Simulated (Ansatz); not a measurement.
W₃C₂: geometry relaxation (part 1 of 2)

System: W₃C₂ (P4/mmm, 5 atoms in the cell).
Method: DFT PBE, scalar-relativistic, plane waves, PAW, no spin polarisation (Ansatz 0.2.0).

The structure was made by a generator, so it may or may not be a known phase. Figures and captions count atoms from 1; the log counts them from 0 in places.

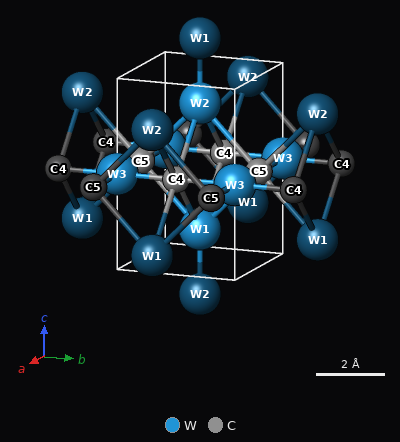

The starting structure (ball-and-stick view of the cell of the calculation, seen slightly off an axis; neighbours outside the cell are drawn fainter; atoms are numbered from 1 in the order of the input). An atom can appear more than once, as a periodic image.

Results in brief

```json
{"quantity": "outcome", "value": "converged"}
{"quantity": "space group (tolerance 0.01 Å)", "value": "P4/mmm (123)"}
{"quantity": "electrons treated", "value": "50"}
{"quantity": "free energy", "value": "−31649.3144 eV"}
{"quantity": "Fermi energy", "value": "14.637 eV"}
{"quantity": "gap on the k-point mesh", "value": "none (metallic)"}
{"quantity": "pressure", "value": "0.03 GPa"}
{"quantity": "final volume", "value": "78.31 Å³"}
{"quantity": "largest force (length of the vector) at the end", "value": "0.005 eV/Å"}
{"quantity": "final cell", "value": "a = 3.960 Å, b = 3.960 Å, c = 4.995 Å, α = 90.00°, β = 90.00°, γ = 90.00°"}
{"quantity": "hardware", "value": "1 thread of AMD EPYC (Zen 5), 32 GiB of memory available, shared host"}
{"quantity": "wall time", "value": "8.9 s"}
{"quantity": "peak memory", "value": "0.41 GiB"}
```

Spin–orbit coupling is left out, which matters for W.

The input
```yaml
crystal:
  lattice:
    - [3.77777696, 0.0, 0.0]
    - [0.0, 3.77777696, 0.0]
    - [0.0, 0.0, 5.83144127]
  atoms:
    - { symbol: W, position: [0.5, 0.5, 0.17049019] }
    - { symbol: W, position: [0.5, 0.5, 0.82950981] }
    - { symbol: W, position: [0.0, 0.0, 0.5] }
    - { symbol: C, position: [0.0, 0.5, 0.5] }
    - { symbol: C, position: [0.5, 0.0, 0.5] }
basis:
  ecutwfc: 420
kpoints:
  mp_grid: { grid: [4, 4, 4] }
hamiltonian:
  xc: pbe
scf:
  occupations: { method: gaussian, width: 0.1 }
  lower_state_search: "off"
output:
  forces: true
  stress: true
  eigenvalues: true
relax:
  adjacent_minimum: "off"
  f_tol: 0.04
  max_steps: 70
  cell: { stress_tol: 0.4 }
```

Command:
```bash
ansatz run input.yaml --threads 1 --pin off --max-ram 2560MiB --backend cpu --events-out ev --progress --plain --runs-dir out
```

The program's output
```
Engine: ansatz 0.2.0, x86_64-unknown-linux-gnu
Pseudopotentials: kind: paw
Pseudopotential: W, paw, valence charge 14, recommended cutoff 420 eV (normal), W.paw.azcp
Pseudopotential: C, paw, valence charge 4, recommended cutoff 420 eV (normal), C.paw.azcp
Functional definition: PBE
  parameter kappa = 0.804
  parameter beta = 0.06672455060314922
  exchange = pbe_x(kappa = kappa, mu = beta*pi^2/3)
  correlation = pbe_c(beta = beta)
Crystal: 5 atoms, lattice volume = 83.224 Å³
Basis set: ecut = 420 eV, 1603 PW (Γ), exchange–correlation on 54×54×80 points (8 copies of the dense FFT grid, shifted against one another)
Bands: 30, of which v1, the nominal top of the filled ones, is band 25 counted from 1 (24 counted from 0)
Symmetry: 16 space group operations
Space group: P4/mmm (ITA 123), of the structure as read, at distance tolerance 4.4e-5 Å
k-points: 18 of 64
Non-local potential: W, projectors of the file, l = 0: 3, l = 1: 2, l = 2: 2, l = 3: 1
Non-local potential: C, projectors of the file, l = 0: 2, l = 1: 2, l = 2: 1
PAW form: soft (Blöchl's): semilocal exchange-correlation on the pseudo side does not see the compensation charge
PAW one-centre angular grid: W, 590 points (default); XC on 64 Gauss nodes
PAW one-centre angular grid: C, 110 points (default); XC on 64 Gauss nodes
Initial density: superposition of atomic densities (neutral atoms: chi_scale 0, normalization atom), corrected by the library's trained network
Initial wavefunctions: pseudopotential atomic-orbital guess
Functional: x = pbe(κ = 0.804, μ = 0.2195149727645171), c = pbe(β = 0.06672455060314922)
SCF iter   1: F=—  HF=-31643.668629 eV  |F-HF|=—  |Δ(HF+E_count)|=         —  Δρ=3.08e-2  dr2=2.59e0  ethr=1.77e-3  ⟨swp⟩=5.0  Hψ=2269  notcnv=0
preconditioner: auto → LDOS  [metal: Δε(μ)=0.053 eV  Ē_g=5.830 eV  σ=0.100 eV  W_gap=0.29  n_scr=20 (ndim 8)  ℏωp=20.8 eV  f_vac=0.011  D(μ)=4.53/eV (n_scr^D=36)  β→1.0]
SCF iter   2: F=—  HF=-31643.536128 eV  |F-HF|=—  |Δ(HF+E_count)|=   1.33e-1  Δρ=2.29e-2  dr2=9.70e-1  ethr=1.77e-3  ⟨swp⟩=2.8  Hψ=1021  notcnv=0  defer=6
preconditioner: auto → Kerker (q_TF=auto, 2.506 Å⁻¹)  [metal: Δε(μ)=0.023 eV  Ē_g=5.721 eV  σ=0.100 eV  W_gap=0.13  n_scr=20 (ndim 8)  ℏωp=20.8 eV  f_vac=0.004  D(μ)=4.90/eV (n_scr^D=46)  β→0.5]
SCF iter   3: F=—  HF=-31643.401636 eV  |F-HF|=—  |Δ(HF+E_count)|=   1.34e-1  Δρ=5.70e-3  dr2=2.73e-2  ethr=1.77e-3  ⟨swp⟩=2.1  Hψ=816  notcnv=0  defer=6
SCF iter   4: F=—  HF=-31643.400230 eV  |F-HF|=—  |Δ(HF+E_count)|=   1.41e-3  Δρ=2.32e-3  dr2=4.85e-3  ethr=5.47e-5  ⟨swp⟩=1.8  Hψ=711  notcnv=0  defer=5
SCF iter   5: F=—  HF=-31643.399987 eV  |F-HF|=—  |Δ(HF+E_count)|=   2.44e-4  Δρ=5.38e-4  dr2=5.16e-4  ethr=9.70e-6  ⟨swp⟩=2.2  Hψ=666  notcnv=0  defer=5
SCF iter   6: F=—  HF=-31643.399982 eV  |F-HF|=—  |Δ(HF+E_count)|=   5.28e-6  Δρ=1.54e-4  dr2=4.57e-5  ethr=1.03e-6  ⟨swp⟩=2.1  Hψ=684  notcnv=0  defer=5
SCF iter   7: F=—  HF=-31643.399906 eV  |F-HF|=—  |Δ(HF+E_count)|=   7.54e-5  Δρ=5.18e-5  dr2=5.08e-6  ethr=9.13e-8  ⟨swp⟩=2.0  Hψ=709  notcnv=0  defer=4
SCF iter   8: F=—  HF=-31643.399907 eV  |F-HF|=—  |Δ(HF+E_count)|=   1.33e-6  Δρ=1.46e-5  dr2=2.98e-7  ethr=1.02e-8  ⟨swp⟩=2.0  Hψ=731  notcnv=0  defer=4
SCF iter   9: F=-31643.399908 eV  HF=-31643.399908 eV  |F-HF|=1.45e-9  |Δ(HF+E_count)|=   7.35e-8  Δρ=3.43e-6  dr2=1.49e-8  ethr=2.00e-10  ⟨swp⟩=6.5  Hψ=2021  notcnv=0
SCF 1 converged in 9 iterations: F = -31643.399908 eV  dr2 = 1.49e-8
  greatest PAW one-centre occupation: 0.999 electrons in one spin orbital (limit 2), on the W atom at site 2 (counted from 0), in its partial waves of l = 0
relax step   1: F+E_penalty+E_count = -31643.39990751 eV  Δ(F+E_penalty+E_count) = +0.000e0 eV  max|allowed force component| = 1.259e1 eV/Å  Δτ_max = 0.0000 Å  P = +19.166 GPa  Ω = 83.224 Å³  (9 SCF iters, dr2 threshold 1.00e-7 eV, accepted)
Crystal: 5 atoms, lattice volume = 84.986 Å³
Basis set: ecut = 420 eV, 1691 PW (Γ), exchange–correlation on 54×54×80 points (8 copies of the dense FFT grid, shifted against one another)
Initial density: handed on by an earlier stage of this run
Initial wavefunctions: those handed on with the density
SCF iter   1: F=—  HF=-31647.225272 eV  |F-HF|=—  |Δ(HF+E_count)|=         —  Δρ=3.76e-2  dr2=2.60e0  ethr=3.10e-3  ⟨swp⟩=9.3  Hψ=2519  notcnv=0
preconditioner: auto → LDOS  [metal: Δε(μ)=0.084 eV  Ē_g=5.842 eV  σ=0.100 eV  W_gap=0.44  n_scr=20 (ndim 8)  ℏωp=20.5 eV  f_vac=0.011  D(μ)=2.42/eV (n_scr^D=16)  β→1.0]
SCF iter   2: F=—  HF=-31647.061500 eV  |F-HF|=—  |Δ(HF+E_count)|=   1.64e-1  Δρ=2.97e-2  dr2=1.85e0  ethr=3.10e-3  ⟨swp⟩=3.1  Hψ=1221  notcnv=0  defer=9
preconditioner: auto → Kerker (q_TF=auto, 2.497 Å⁻¹)  [metal: Δε(μ)=0.020 eV  Ē_g=5.465 eV  σ=0.100 eV  W_gap=0.11  n_scr=20 (ndim 8)  ℏωp=20.5 eV  f_vac=0.007  D(μ)=3.76/eV (n_scr^D=36)  β→0.5]
SCF iter   3: F=—  HF=-31646.811991 eV  |F-HF|=—  |Δ(HF+E_count)|=   2.50e-1  Δρ=5.44e-3  dr2=1.79e-2  ethr=3.10e-3  ⟨swp⟩=2.4  Hψ=895  notcnv=0  defer=6
SCF iter   4: F=—  HF=-31646.810422 eV  |F-HF|=—  |Δ(HF+E_count)|=   1.57e-3  Δρ=1.53e-3  dr2=3.85e-3  ethr=3.57e-5  ⟨swp⟩=2.1  Hψ=784  notcnv=0  defer=6
SCF iter   5: F=—  HF=-31646.810146 eV  |F-HF|=—  |Δ(HF+E_count)|=   2.76e-4  Δρ=3.98e-4  dr2=3.48e-4  ethr=7.70e-6  ⟨swp⟩=2.2  Hψ=656  notcnv=0  defer=6
SCF iter   6: F=—  HF=-31646.810048 eV  |F-HF|=—  |Δ(HF+E_count)|=   9.76e-5  Δρ=1.25e-4  dr2=3.51e-5  ethr=6.96e-7  ⟨swp⟩=2.1  Hψ=740  notcnv=0  defer=6
SCF iter   7: F=—  HF=-31646.810050 eV  |F-HF|=—  |Δ(HF+E_count)|=   1.55e-6  Δρ=5.36e-5  dr2=5.48e-6  ethr=7.02e-8  ⟨swp⟩=2.0  Hψ=691  notcnv=0  defer=6
SCF iter   8: F=—  HF=-31646.810051 eV  |F-HF|=—  |Δ(HF+E_count)|=   1.43e-6  Δρ=2.01e-5  dr2=7.37e-7  ethr=1.10e-8  ⟨swp⟩=2.0  Hψ=691  notcnv=0  defer=6
SCF iter   9: F=-31646.810051 eV  HF=-31646.810051 eV  |F-HF|=2.72e-9  |Δ(HF+E_count)|=   1.81e-7  Δρ=4.82e-6  dr2=3.10e-8  ethr=1.00e-9  ⟨swp⟩=6.8  Hψ=2012  notcnv=0
the search or the solves at the SCF's close seem to have found levels that the self-consistency loop had missed (the run counts 1). By its estimate they hold under 1e-12 electrons; where the run keeps them, the occupations were computed again with them
SCF 2 converged in 9 iterations: F = -31646.810051 eV  dr2 = 3.10e-8
relax step   2: F+E_penalty+E_count = -31646.81005134 eV  Δ(F+E_penalty+E_count) = -3.410e0 eV  max|allowed force component| = 4.937e0 eV/Å  Δτ_max = 0.1947 Å  P = -4.160 GPa  Ω = 84.986 Å³  energy of the carried Pulay correction = -1.692e-3 eV  (9 SCF iters, dr2 threshold 5.00e-7 eV, accepted)
Crystal: 5 atoms, lattice volume = 81.344 Å³
Basis set: ecut = 420 eV, 1579 PW (Γ), exchange–correlation on 54×54×80 points (8 copies of the dense FFT grid, shifted against one another)
iter 1 solved again at ethr=1.19e-3 eV; its pass at ethr=3.10e-3 eV (dr2=5.97e-1 eV) is discarded
SCF iter   1: F=—  HF=-31648.541865 eV  |F-HF|=—  |Δ(HF+E_count)|=         —  Δρ=2.00e-2  dr2=6.02e-1  ethr=1.19e-3  ⟨swp⟩=1.1  Hψ=3337  notcnv=0
preconditioner: auto → Resta (q_TF=auto, 2.516 Å⁻¹)  ε∞=12.7  [insulator: Δε(μ)=0.114 eV  Ē_g=6.126 eV  σ=0.100 eV  W_gap=0.54  n_scr=20 (ndim 8)  ℏωp=21.0 eV  f_vac=0.008  D(μ)=1.38/eV (n_scr^D=6)  ε∞_Penn≈12.7]
SCF iter   2: F=—  HF=-31648.473524 eV  |F-HF|=—  |Δ(HF+E_count)|=   6.83e-2  Δρ=8.85e-3  dr2=9.63e-2  ethr=1.19e-3  ⟨swp⟩=2.1  Hψ=677  notcnv=0
preconditioner: auto → Kerker (q_TF=auto, 2.516 Å⁻¹)  [metal: Δε(μ)=0.077 eV  Ē_g=6.057 eV  σ=0.100 eV  W_gap=0.37  n_scr=20 (ndim 8)  ℏωp=21.0 eV  f_vac=0.009  D(μ)=1.47/eV (n_scr^D=6)]
SCF iter   3: F=—  HF=-31648.458778 eV  |F-HF|=—  |Δ(HF+E_count)|=   1.47e-2  Δρ=1.78e-3  dr2=3.00e-3  ethr=1.93e-4  ⟨swp⟩=2.0  Hψ=649  notcnv=0
SCF iter   4: F=—  HF=-31648.458427 eV  |F-HF|=—  |Δ(HF+E_count)|=   3.50e-4  Δρ=3.78e-4  dr2=1.19e-4  ethr=6.00e-6  ⟨swp⟩=2.0  Hψ=856  notcnv=0
SCF iter   5: F=—  HF=-31648.458360 eV  |F-HF|=—  |Δ(HF+E_count)|=   6.73e-5  Δρ=1.12e-4  dr2=2.65e-5  ethr=2.38e-7  ⟨swp⟩=2.0  Hψ=771  notcnv=0
SCF iter   6: F=—  HF=-31648.458359 eV  |F-HF|=—  |Δ(HF+E_count)|=   1.15e-6  Δρ=4.14e-5  dr2=4.14e-6  ethr=5.30e-8  ⟨swp⟩=2.1  Hψ=666  notcnv=0
SCF iter   7: F=-31648.458359 eV  HF=-31648.458359 eV  |F-HF|=3.04e-8  |Δ(HF+E_count)|=   8.51e-8  Δρ=1.40e-5  dr2=3.41e-7  ethr=1.00e-9  ⟨swp⟩=5.8  Hψ=2515  notcnv=0
SCF 3 converged in 7 iterations: F = -31648.458359 eV  dr2 = 3.41e-7
relax step   3: F+E_penalty+E_count = -31648.45835916 eV  Δ(F+E_penalty+E_count) = -1.648e0 eV  max|allowed force component| = 2.038e0 eV/Å  Δτ_max = 0.1301 Å  P = -3.033 GPa  Ω = 81.344 Å³  energy of the carried Pulay correction = +1.845e-3 eV  (7 SCF iters, dr2 threshold 5.00e-7 eV, accepted)
Crystal: 5 atoms, lattice volume = 79.496 Å³
Basis set: ecut = 420 eV, 1561 PW (Γ), exchange–correlation on 54×54×80 points (8 copies of the dense FFT grid, shifted against one another)
iter 1 solved again at ethr=5.96e-4 eV; its pass at ethr=3.10e-3 eV (dr2=2.98e-1 eV) is discarded
SCF iter   1: F=—  HF=-31649.251207 eV  |F-HF|=—  |Δ(HF+E_count)|=         —  Δρ=1.66e-2  dr2=3.01e-1  ethr=5.96e-4  ⟨swp⟩=1.1  Hψ=3325  notcnv=0
preconditioner: auto → Kerker (q_TF=auto, 2.525 Å⁻¹)  [metal: Δε(μ)=0.061 eV  Ē_g=6.229 eV  σ=0.100 eV  W_gap=0.33  n_scr=20 (ndim 8)  ℏωp=21.2 eV  f_vac=0.007  D(μ)=3.36/eV (n_scr^D=28)]
SCF iter   2: F=—  HF=-31649.201053 eV  |F-HF|=—  |Δ(HF+E_count)|=   5.02e-2  Δρ=8.79e-3  dr2=9.31e-2  ethr=5.96e-4  ⟨swp⟩=1.4  Hψ=548  notcnv=0
SCF iter   3: F=—  HF=-31649.178432 eV  |F-HF|=—  |Δ(HF+E_count)|=   2.26e-2  Δρ=1.08e-3  dr2=1.70e-3  ethr=1.86e-4  ⟨swp⟩=2.0  Hψ=788  notcnv=0
SCF iter   4: F=—  HF=-31649.178270 eV  |F-HF|=—  |Δ(HF+E_count)|=   1.62e-4  Δρ=4.25e-4  dr2=3.55e-4  ethr=3.40e-6  ⟨swp⟩=2.1  Hψ=811  notcnv=0
SCF iter   5: F=—  HF=-31649.178212 eV  |F-HF|=—  |Δ(HF+E_count)|=   5.77e-5  Δρ=1.46e-4  dr2=3.59e-5  ethr=7.11e-7  ⟨swp⟩=2.0  Hψ=659  notcnv=0
SCF iter   6: F=—  HF=-31649.178217 eV  |F-HF|=—  |Δ(HF+E_count)|=   4.80e-6  Δρ=5.30e-5  dr2=3.58e-6  ethr=7.17e-8  ⟨swp⟩=2.1  Hψ=701  notcnv=0
SCF iter   7: F=-31649.178219 eV  HF=-31649.178218 eV  |F-HF|=1.80e-7  |Δ(HF+E_count)|=   1.87e-6  Δρ=1.50e-5  dr2=2.32e-7  ethr=1.00e-9  ⟨swp⟩=7.7  Hψ=2441  notcnv=0
SCF 4 converged in 7 iterations: F = -31649.178219 eV  dr2 = 2.32e-7
relax step   4: F+E_penalty+E_count = -31649.17821863 eV  Δ(F+E_penalty+E_count) = -7.199e-1 eV  max|allowed force component| = 1.652e-1 eV/Å  Δτ_max = 0.0842 Å  P = -1.473 GPa  Ω = 79.496 Å³  energy of the carried Pulay correction = +3.701e-3 eV  (7 SCF iters, dr2 threshold 5.00e-7 eV, accepted)
Crystal: 5 atoms, lattice volume = 78.345 Å³
Basis set: ecut = 420 eV, 1545 PW (Γ), exchange–correlation on 54×54×80 points (8 copies of the dense FFT grid, shifted against one another)
iter 1 solved again at ethr=2.06e-4 eV; its pass at ethr=3.10e-3 eV (dr2=1.03e-1 eV) is discarded
SCF iter   1: F=—  HF=-31649.318956 eV  |F-HF|=—  |Δ(HF+E_count)|=         —  Δρ=8.12e-3  dr2=1.03e-1  ethr=2.06e-4  ⟨swp⟩=1.2  Hψ=3191  notcnv=0
preconditioner: auto → Kerker (q_TF=auto, 2.532 Å⁻¹)  [metal: Δε(μ)=0.017 eV  Ē_g=6.250 eV  σ=0.100 eV  W_gap=0.10  n_scr=20 (ndim 8)  ℏωp=21.4 eV  f_vac=0.004  D(μ)=2.74/eV (n_scr^D=20)]
SCF iter   2: F=—  HF=-31649.305007 eV  |F-HF|=—  |Δ(HF+E_count)|=   1.39e-2  Δρ=3.88e-3  dr2=2.35e-2  ethr=2.06e-4  ⟨swp⟩=1.1  Hψ=542  notcnv=0
SCF iter   3: F=—  HF=-31649.300258 eV  |F-HF|=—  |Δ(HF+E_count)|=   4.75e-3  Δρ=8.08e-4  dr2=8.65e-4  ethr=4.70e-5  ⟨swp⟩=2.3  Hψ=713  notcnv=0
SCF iter   4: F=—  HF=-31649.300121 eV  |F-HF|=—  |Δ(HF+E_count)|=   1.37e-4  Δρ=2.49e-4  dr2=1.27e-4  ethr=1.73e-6  ⟨swp⟩=2.1  Hψ=726  notcnv=0
SCF iter   5: F=—  HF=-31649.300113 eV  |F-HF|=—  |Δ(HF+E_count)|=   8.78e-6  Δρ=9.83e-5  dr2=1.96e-5  ethr=2.54e-7  ⟨swp⟩=2.0  Hψ=688  notcnv=0
SCF iter   6: F=—  HF=-31649.300114 eV  |F-HF|=—  |Δ(HF+E_count)|=   9.34e-7  Δρ=2.98e-5  dr2=1.07e-6  ethr=3.92e-8  ⟨swp⟩=2.0  Hψ=735  notcnv=0
SCF iter   7: F=-31649.300114 eV  HF=-31649.300114 eV  |F-HF|=5.93e-8  |Δ(HF+E_count)|=   5.53e-7  Δρ=9.29e-6  dr2=8.65e-8  ethr=1.00e-9  ⟨swp⟩=6.8  Hψ=2250  notcnv=0
the search or the solves at the SCF's close seem to have found levels that the self-consistency loop had missed (the run counts 1). By its estimate they hold under 1e-12 electrons; where the run keeps them, the occupations were computed again with them
SCF 5 converged in 7 iterations: F = -31649.300114 eV  dr2 = 8.65e-8
relax step   5: F+E_penalty+E_count = -31649.30011416 eV  Δ(F+E_penalty+E_count) = -1.219e-1 eV  max|allowed force component| = 3.811e-1 eV/Å  Δτ_max = 0.0112 Å  P = +0.499 GPa  Ω = 78.345 Å³  energy of the carried Pulay correction = +4.878e-3 eV  (7 SCF iters, dr2 threshold 5.00e-7 eV, accepted)
Crystal: 5 atoms, lattice volume = 78.687 Å³
Basis set: ecut = 420 eV, 1553 PW (Γ), exchange–correlation on 54×54×80 points (8 copies of the dense FFT grid, shifted against one another)
iter 1 solved again at ethr=4.66e-5 eV; its pass at ethr=3.10e-3 eV (dr2=2.33e-2 eV) is discarded
SCF iter   1: F=—  HF=-31649.313128 eV  |F-HF|=—  |Δ(HF+E_count)|=         —  Δρ=4.57e-3  dr2=2.36e-2  ethr=4.66e-5  ⟨swp⟩=1.6  Hψ=2682  notcnv=0
preconditioner: auto → Kerker (q_TF=auto, 2.530 Å⁻¹)  [metal: Δε(μ)=0.011 eV  Ē_g=6.187 eV  σ=0.100 eV  W_gap=0.06  n_scr=20 (ndim 8)  ℏωp=21.3 eV  f_vac=0.004  D(μ)=3.50/eV (n_scr^D=28)]
SCF iter   2: F=—  HF=-31649.310175 eV  |F-HF|=—  |Δ(HF+E_count)|=   2.95e-3  Δρ=2.21e-3  dr2=5.85e-3  ethr=4.66e-5  ⟨swp⟩=1.3  Hψ=547  notcnv=0
SCF iter   3: F=—  HF=-31649.309053 eV  |F-HF|=—  |Δ(HF+E_count)|=   1.12e-3  Δρ=2.72e-4  dr2=1.16e-4  ethr=1.17e-5  ⟨swp⟩=2.0  Hψ=668  notcnv=0
SCF iter   4: F=—  HF=-31649.309036 eV  |F-HF|=—  |Δ(HF+E_count)|=   1.76e-5  Δρ=7.12e-5  dr2=5.02e-6  ethr=2.31e-7  ⟨swp⟩=2.0  Hψ=764  notcnv=0
iter 5 did not close the SCF: its close was put off for the readings that it lacked (scf_convergence_deferred on its scf_iter line)
SCF iter   5: F=-31649.309035 eV  HF=-31649.309035 eV  |F-HF|=7.04e-8  |Δ(HF+E_count)|=   4.32e-7  Δρ=1.73e-5  dr2=3.04e-7  ethr=1.00e-8  ⟨swp⟩=2.0  Hψ=841  notcnv=0
SCF iter   6: F=-31649.309035 eV  HF=-31649.309035 eV  |F-HF|=2.61e-8  |Δ(HF+E_count)|=   2.43e-8  Δρ=5.43e-6  dr2=6.85e-8  ethr=6.09e-10  ⟨swp⟩=3.8  Hψ=2175  notcnv=0
SCF 6 converged in 6 iterations: F = -31649.309035 eV  dr2 = 6.85e-8
relax step   6: F+E_penalty+E_count = -31649.30903520 eV  Δ(F+E_penalty+E_count) = -8.921e-3 eV  max|allowed force component| = 1.194e-1 eV/Å  Δτ_max = 0.0130 Å  P = -0.947 GPa  Ω = 78.687 Å³  energy of the carried Pulay correction = +4.527e-3 eV  (6 SCF iters, dr2 threshold 5.00e-7 eV, accepted)
Crystal: 5 atoms, lattice volume = 77.956 Å³
Basis set: ecut = 420 eV, 1537 PW (Γ), exchange–correlation on 54×54×80 points (8 copies of the dense FFT grid, shifted against one another)
iter 1 solved again at ethr=8.63e-6 eV; its pass at ethr=3.10e-3 eV (dr2=4.31e-3 eV) is discarded
```
